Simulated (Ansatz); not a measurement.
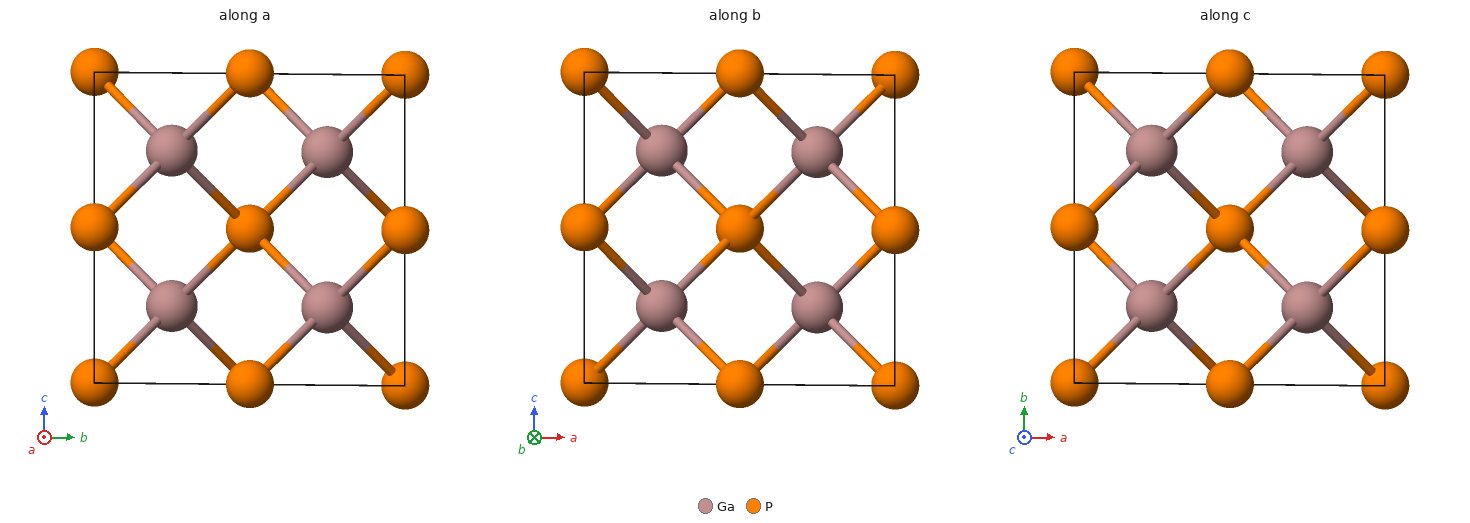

Ball-and-stick representation of a periodic structure, projected along the a axis, along the b axis and along the c axis. One drawn cell (a repeat of the simulation cell) is framed, with atoms on its boundary repeated.

Lattice parameters: a = 5.480 Å, b = 5.480 Å, c = 5.480 Å, α = 90.53°, β = 90.53°, γ = 90.53°. Put a along x and b in the xy plane.

From the views, write a POSCAR file, with free fractional coordinates to two decimals.

Answer.
```
Ga P
1.0
     5.480    0.000    0.000
    -0.051    5.480    0.000
    -0.051   -0.051    5.479
Ga P
4 4
Direct
  0.25 0.25 0.25
  0.75 0.75 0.25
  0.75 0.25 0.75
  0.25 0.75 0.75
  0.50 0.00 0.00
  0.00 0.50 0.00
  0.00 0.00 0.50
  0.50 0.50 0.50
```

The cell started as a structure type filled with these elements by a generator (whether the compound takes this form wasn't checked). The cell was then strained or its atoms displaced on purpose. A calculation with Ansatz used it as input.
